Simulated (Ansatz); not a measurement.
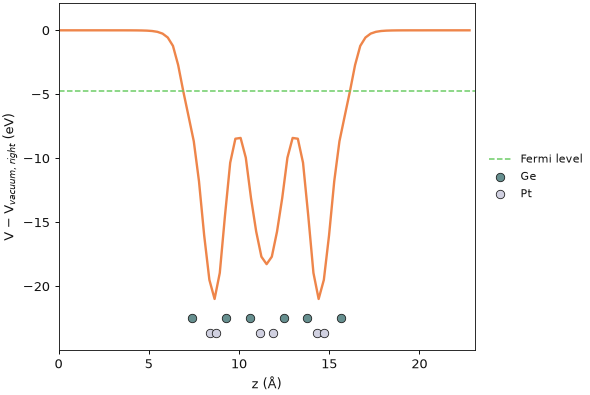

Plane-averaged electrostatic potential energy of an electron across the slab; circles at the bottom mark the heights of the atoms (positions after relaxation).

The material is a (001) slab cut from GePt (Pnma), ended by Ge planes, 12 atoms in the cell; a = 3.70 Å, b = 5.74 Å, c = 23.07 Å, α = 90.00°, β = 90.00°, γ = 90.00°.

Method: DFT PBEsol, scalar-relativistic, plane waves, PAW, no spin polarisation, 9×6×1 k mesh, 420 eV cutoff (Ansatz).

**What is the work function?**

The work function is 4.72 eV, the same on both faces. The two vacuum levels agree, so the slab has no net dipole along its normal.

**How thick are slab and vacuum?**

The outermost atoms are 8.3 Å apart, which leaves 14.8 Å of vacuum in a cell 23.1 Å high.

Spin-orbit coupling is left out, which matters for Pt.
